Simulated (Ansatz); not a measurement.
System: Ta, space group Im-3m (No. 229) (one of a set of cubic test structures, which need not be the stable phase).

Input of one of the runs behind the figure:
```
crystal:
  lattice:
    - [-1.648687247403, 1.648687247403, 1.648687247403]
    - [1.648687247403, -1.648687247403, 1.648687247403]
    - [1.648687247403, 1.648687247403, -1.648687247403]
  atoms:
    - { symbol: Ta, position: [0, 0, 0] }
kpoints:
  mp_grid: { grid: [14, 14, 14] }
hamiltonian:
  xc: r2scan
  pseudopotentials: { kind: paw }
scf:
  occupations: { method: fermi_dirac, width: 0.1 }
output:
  forces: true
  stress: true
```

Launched with:
```bash
ansatz run input.yaml --threads 1
```

How it was computed, with Ansatz 0.2.0 development build: equation of state of a cubic crystal from periodic Kohn-Sham density functional theory without spin, third-order Birch-Murnaghan fit to the free energies; pressure corrected for the finite basis. Level: r2SCAN.

- structure type: bcc
- atoms in cell: 1
- space group number: 229
- lattice centring: body-centred primitive
- k mesh: 14×14×14
- occupation method: Fermi–Dirac
- occupation width: 0.1 eV
- wave cutoff: 500 eV
- datasets: soft-1 PAW
- density tolerance: 1e−07 eV
- bands: 11
- density cutoff ratio: 4
- search for lower states: default

Describe the result: the energy above the lowest point and pressure against volume. The volume takes the values 16.83, 17.38, 17.93, 18.47, 19.02 Å³/atom.

A third-order Birch–Murnaghan fit gives V0 = 18.05 Å³/atom, B0 = 204 GPa and B′ = 4.1. The energy above the lowest point is 58.5 meV/atom at volume 16.83 Å³/atom and 30.1 meV/atom at 19.02 Å³/atom; the lowest computed point is at volume 17.93 Å³/atom (0.0 meV/atom). The pressure falls from 16.4 GPa at volume 16.83 Å³/atom to −9.6 GPa at 19.02 Å³/atom, and changes sign near 18.06 Å³/atom.

```tsv
volume (Å³/atom)	energy above the lowest point (meV/atom)	pressure (GPa)
16.83	58.5	16.4
17.38	16.4	8.3
17.93	0.0	1.4
18.47	5.6	-4.5
19.02	30.1	-9.6
```

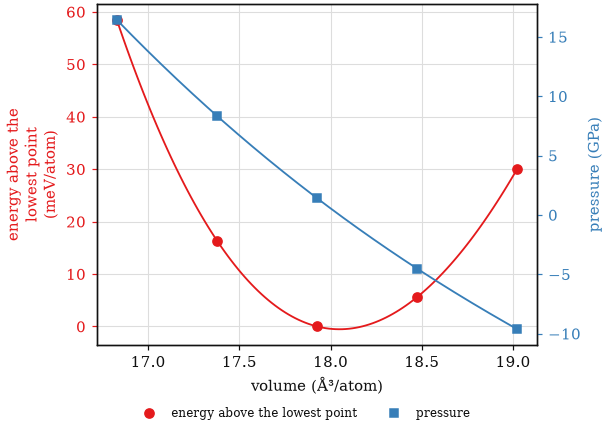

Note: modest k-mesh, values are not fully converged in k.
